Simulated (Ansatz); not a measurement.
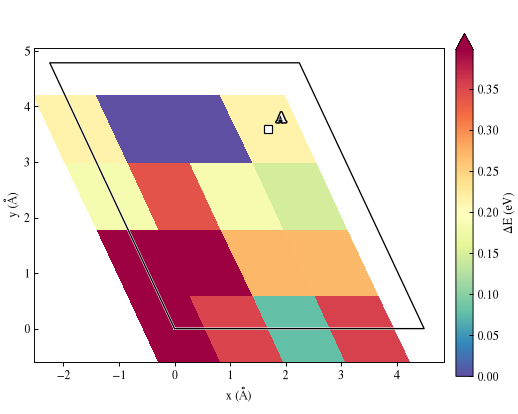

Si on a Ti(101) slab cut from the P6/mmm phase, its upper half relaxed before the scan (9 atoms of substrate and one adsorbate in a 1 × 1 cell). Si is moved over the surface cell at a fixed height above a rigid substrate; the origin of the map has the adsorbate above Ti9; the height is held at 2.20 Å. Places are given modulo a cell vector. The map is drawn in real space over the plane of the surface. The scan uses a 4 × 4 grid. All energies are given in eV relative to the lowest grid point. The runs have no spin polarisation, so an open-shell adsorbate far from the surface lies too high. With one adsorbate in each 1 × 1 cell, its nearest image is 4.5 Å away, so neighbouring adsorbates interact. At a fixed height the lowest place need not be the adsorption site. All numbers below come from DFT PBE+D3(BJ), scalar-relativistic, plane waves, PAW (Ansatz 0.2.0). Settings: cutoff 420 eV, k-mesh 7×6×1, gaussian smearing 0.1 eV, no spin polarisation.

In the figure: one coloured cell a grid point, the outline of one cell of the plane, one colour for all values above the top of the scale, the point A.

Q: Is A at rest? If not, where is it pushed?

A: A, at (3/4, 3/4) of the cell vectors, is not a stationary point. The computed force is 0.46 eV/Å in the plane, pointing down and left in the picture (components −0.24 and −0.39 eV/Å).

PAW datasets: the set soft_1.
